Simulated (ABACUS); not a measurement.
# Single-point calculation at one volume of an equation of state of Pt (part 2 of 2)

Pt (1 atom in the cell); Kohn-Sham DFT of a periodic cell, PBEsol, PseudoDojo NC SR 0.4.1 PBEsol standard, no spin polarisation (ABACUS 3.10.1); cutoff 1142.88 eV, 12×12×12 k-mesh, fermi-dirac of 0.05 eV. The structure derives from an entry of the Crystallography Open Database. It belongs to a series of runs on one base structure; here: volume scaled by 0.98.

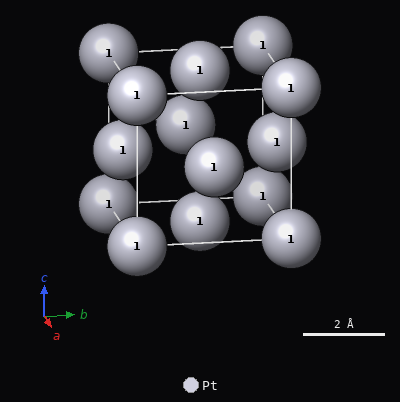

*The structure as given in the input (spheres-only view of the cell 4 times as large as that of the calculation, set on its symmetry axes, seen slightly off an axis; atoms are numbered from 1 in the order of the input).*

What the program printed, continued:
```
----------------------------------------------------------
     Energy           Rydberg                 eV
----------------------------------------------------------
 E_KohnSham     -261.1105670511      -3552.5915199065
 E_Harris       -259.9849160458      -3537.2762522739
 E_Fermi        1.7407127957         23.6836126033
----------------------------------------------------------

 PW ALGORITHM --------------- ION=   1  ELEC=   3--------------------------------

 Density error is 0.000217913178037
                          Error Threshold = 7.84515292028e-05
----------------------------------------------------------
     Energy           Rydberg                 eV
----------------------------------------------------------
 E_KohnSham     -261.1139223481      -3552.6371710634
 E_Harris       -261.2143888753      -3554.0040882919
 E_Fermi        1.7722788110         24.1130902742
----------------------------------------------------------

 PW ALGORITHM --------------- ION=   1  ELEC=   4--------------------------------

 Density error is 1.59398315306e-06
                          Error Threshold = 1.21062876687e-06
----------------------------------------------------------
     Energy           Rydberg                 eV
----------------------------------------------------------
 E_KohnSham     -261.1139569225      -3552.6376414730
 E_Harris       -261.1086562502      -3552.5655221256
 E_Fermi        1.7689089477         24.0672409322
----------------------------------------------------------

 PW ALGORITHM --------------- ION=   1  ELEC=   5--------------------------------

 Density error is 1.15899850997e-07
                          Error Threshold = 8.85546196145e-09
----------------------------------------------------------
     Energy           Rydberg                 eV
----------------------------------------------------------
 E_KohnSham     -261.1139576065      -3552.6376507783
 E_Harris       -261.1145934952      -3552.6463024890
 E_Fermi        1.7691627932         24.0706946777
----------------------------------------------------------

 PW ALGORITHM --------------- ION=   1  ELEC=   6--------------------------------

 Density error is 1.04735405805e-09
                          Error Threshold = 6.43888061093e-10
----------------------------------------------------------
     Energy           Rydberg                 eV
----------------------------------------------------------
 E_KohnSham     -261.1139576104      -3552.6376508319
 E_KS(sigma->0) -261.1133911714      -3552.6299440337
 E_Harris       -261.1141044130      -3552.6396481834
 E_band         -8.7708426719        -119.3334365998
 E_one_elec     -49.3396244625       -671.3000298701
 E_Hartree      37.3436284666        508.0861311402
 E_xc           -47.3212634707       -643.8388197612
 E_Ewald        -201.7955652657      -2745.5695187446
 E_entropy(-TS) -0.0011328780        -0.0154135963
 E_descf        0.0000000000         0.0000000000
 E_exx          0.0000000000         0.0000000000
 E_Fermi        1.7691380787         24.0703584196
----------------------------------------------------------

 charge density convergence is achieved
 final etot is -3552.6376508 eV
 EFERMI = 24.07035842 eV

 STATE ENERGY(eV) AND OCCUPATIONS    NSPIN == 1
 1/18 kpoint (Cartesian) = 0.0000 0.0000 0.0000 (1291 pws)
       1       -74.7092     0.00115741
       2       -28.5684     0.00115741
       3       -28.5684     0.00115741
       4       -28.5684     0.00115741
       5        13.5057     0.00115741
       6        20.1125     0.00115741
       7        20.1125     0.00115741
       8        20.1125     0.00115741
       9        22.3710     0.00115741
      10        22.3710     0.00115741
      11        38.5491        0.00000
      12        43.5976        0.00000
      13        43.5976        0.00000

 2/18 kpoint (Cartesian) = 0.021392 0.021392 0.021392 (1303 pws)
       1       -74.7067     0.00925926
       2       -28.6035     0.00925926
       3       -28.5734     0.00925926
       4       -28.5734     0.00925926
       5        13.7901     0.00925926
       6        19.9860     0.00925926
       7        20.2242     0.00925926
       8        20.2242     0.00925926
       9        22.3095     0.00925926
      10        22.3095     0.00925926
      11        38.9896        0.00000
      12        42.2751        0.00000
      13        44.0361        0.00000

 3/18 kpoint (Cartesian) = 0.042785 0.042785 0.042785 (1303 pws)
       1       -74.7000     0.00925926
       2       -28.6986     0.00925926
       3       -28.5871     0.00925926
       4       -28.5871     0.00925926
       5        14.5771     0.00925926
       6        19.7325     0.00925926
       7        20.4521     0.00925926
       8        20.4521     0.00925926
       9        22.2576     0.00925926
      10        22.2576     0.00925926
      11        39.9481        0.00000
      12        40.0086        0.00000
      13        45.2597        0.00000

 4/18 kpoint (Cartesian) = 0.064177 0.064177 0.064177 (1314 pws)
       1       -74.6909     0.00925926
       2       -28.8271     0.00925926
       3       -28.6056     0.00925926
       4       -28.6056     0.00925926
       5        15.5945     0.00925926
       6        19.7355     0.00925926
       7        20.5015     0.00925926
       8        20.5015     0.00925926
       9        22.5464     0.00925926
      10        22.5464     0.00925926
      11        37.3860        0.00000
      12        40.3818        0.00000
      13        46.7882        0.00000

 5/18 kpoint (Cartesian) = 0.085569 0.085569 0.085569 (1308 pws)
       1       -74.6818     0.00925926
       2       -28.9538     0.00925926
       3       -28.6242     0.00925926
       4       -28.6242     0.00925926
       5        16.2781     0.00925926
       6        20.3192     0.00925926
       7        20.3192     0.00925926
       8        20.5960     0.00925926
       9        23.1975     0.00925926
      10        23.1975     0.00925926
      11        34.4581        0.00000
      12        39.3793        0.00000
      13        45.5306        0.00000

 6/18 kpoint (Cartesian) = 0.10696 0.10696 0.10696 (1302 pws)
       1       -74.6751     0.00925926
       2       -29.0454     0.00925926
       3       -28.6377     0.00925926
       4       -28.6377     0.00925926
       5        16.4460     0.00925926
       6        20.1253     0.00925926
       7        20.1253     0.00925926
       8        22.2905     0.00925926
       9        23.8381     0.00917122
      10        23.8381     0.00917122
      11        31.5236    1.69411e-67
      12        38.4433        0.00000
      13        43.7369        0.00000

[... levels at 12 further k points ...]

------------------------------------------------------------------------------------------
 TOTAL-FORCE (eV/Angstrom)
------------------------------------------------------------------------------------------
                       Pt1         0.0000000000         0.0000000000         0.0000000000
------------------------------------------------------------------------------------------

----------------------------------------------------------------
 TOTAL-STRESS (KBAR)
----------------------------------------------------------------
        48.1223238433         0.0000000000        -0.0000000000
        -0.0000000000        48.1223238433         0.0000000000
        -0.0000000000         0.0000000000        48.1223238433
----------------------------------------------------------------
 TOTAL-PRESSURE: 48.122324 KBAR

 --------------------------------------------
 !FINAL_ETOT_IS -3552.6376508318994638 eV
 --------------------------------------------
```

Standard output:
```
ABACUS v3.10.1

               Atomic-orbital Based Ab-initio Computation at UStc

%%%%%%%%%%%%%%%%%%%%%%%%%%%%%%%%%%%%%%%%%%%%%%%%%%%%%%%%%%%%%%%%%%%%%%%%%%%%%%%%%%%%%%%%%%%%%%%%%%%%%%%%%
 Warning: the number of valence electrons in pseudopotential > 10 for Pt: [Xe] 4f14 5d9 6s1
 Pseudopotentials with additional electrons can yield (more) accurate outcomes, but may be less efficient.
 If you're confident that your chosen pseudopotential is appropriate, you can safely ignore this warning.
%%%%%%%%%%%%%%%%%%%%%%%%%%%%%%%%%%%%%%%%%%%%%%%%%%%%%%%%%%%%%%%%%%%%%%%%%%%%%%%%%%%%%%%%%%%%%%%%%%%%%%%%%

 UNIFORM GRID DIM        : 32 * 32 * 32
 UNIFORM GRID DIM(BIG)   : 32 * 32 * 32
 ---------------------------------------------------------
 Self-consistent calculations for electrons
 ---------------------------------------------------------
 SPIN    KPOINTS         PROCESSORS  THREADS
 1       72              4           4
 ---------------------------------------------------------
 Use plane wave basis
 ---------------------------------------------------------
 ELEMENT NATOM       XC
 Pt      1
 ---------------------------------------------------------
 Initial plane wave basis and FFT box
 ---------------------------------------------------------
 -------------------------------------------
 SELF-CONSISTENT :
 -------------------------------------------
 START CHARGE      : atomic
 ITER       ETOT/eV          EDIFF/eV         DRHO     TIME/s
 DA1     -3.55228487e+03   0.00000000e+00   8.6126e-02   1.51
 DA2     -3.55259152e+03  -3.06649283e-01   1.4121e-02   0.67
 DA3     -3.55263717e+03  -4.56511568e-02   2.1791e-04   0.64
 DA4     -3.55263764e+03  -4.70409641e-04   1.5940e-06   0.67
 DA5     -3.55263765e+03  -9.30526707e-06   1.1590e-07   0.94
 DA6     -3.55263765e+03  -5.36287138e-08   1.0474e-09   0.53
----------------------------------------------------------------
 TOTAL-STRESS (KBAR)
----------------------------------------------------------------
        48.1223238433         0.0000000000        -0.0000000000
        -0.0000000000        48.1223238433         0.0000000000
        -0.0000000000         0.0000000000        48.1223238433
----------------------------------------------------------------
 TOTAL-PRESSURE: 48.122324 KBAR
```

This output came from the following input.

Input:
```
INPUT_PARAMETERS
suffix              Pt
calculation         scf
basis_type          pw
pseudo_dir          ./
symmetry            1
dft_functional      pbesol
ecutwfc             84
pseudo_rcut         7
nspin               1
nbands              13
ks_solver           dav
smearing_method     fd
smearing_sigma      0.00367493
scf_thr             1e-08
scf_nmax            100
mixing_type         broyden
mixing_beta         0.7
cal_force           1
cal_stress          1
kpar                4
```

File STRU:
```
ATOMIC_SPECIES
Pt 195.0840 Pt.upf

LATTICE_CONSTANT
1.8897261246

LATTICE_VECTORS
0.0000000000 1.9477392008 1.9477392008
1.9477392008 0.0000000000 1.9477392008
1.9477392008 1.9477392008 0.0000000000

ATOMIC_POSITIONS
Direct

Pt
0.0
1
0.0000000000 0.0000000000 0.0000000000 1 1 1
```

File KPT:
```
K_POINTS
0
Gamma
12 12 12 0 0 0
```

Launched with:
```bash
OMP_NUM_THREADS=1 mpirun -np 4 abacus > log
```

Key numbers:

- outcome: converged
- space group (tolerance 0.01 Å): Fm-3m (225)
- electrons treated: 18
- free energy: −3552.6377 eV
- Fermi energy: 24.070 eV
- gap on the k-point mesh: none (metallic)
- pressure: 4.81 GPa
- largest force (length of the vector): under 0.001 eV/Å
- hardware: 4 threads of AMD EPYC 7571, 32 GiB of memory available, shared host
- wall time: 6.8 s (CPU time 26 s)
- peak memory: 0.24 GiB

Notes:

Spin–orbit coupling is left out, which matters for Pt.
